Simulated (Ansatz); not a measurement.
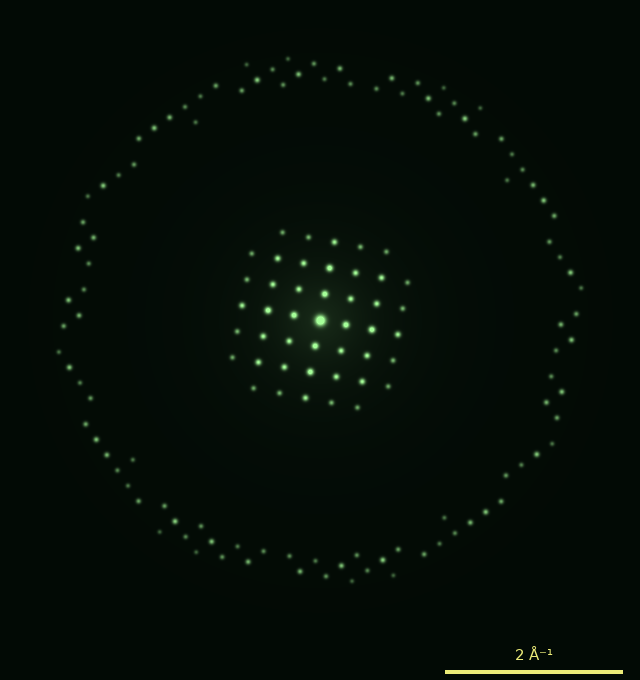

Wide-angle electron diffraction pattern, simulated kinematically at 100 kV (λ = 0.0370 Å, B = 0.2 Å², logarithmic intensity scale). The centre holds the zero-order Laue zone; the ring outside it is the first higher-order Laue zone that is excited.

Question: Measure the ring and find the spacing of the reciprocal-lattice layers along the beam.

Answer: The ring radius is about 2.8 Å⁻¹, so H ≈ λG²/2 is about 0.15 Å⁻¹, and 1/H, about 6.7 Å, is the shortest lattice translation along the beam.

The crystal is Si, space group Ia-3 (No. 206), a = 6.697 Å, seen along [001]. Structure: the input geometry of an electronic-structure calculation (not necessarily at equilibrium).
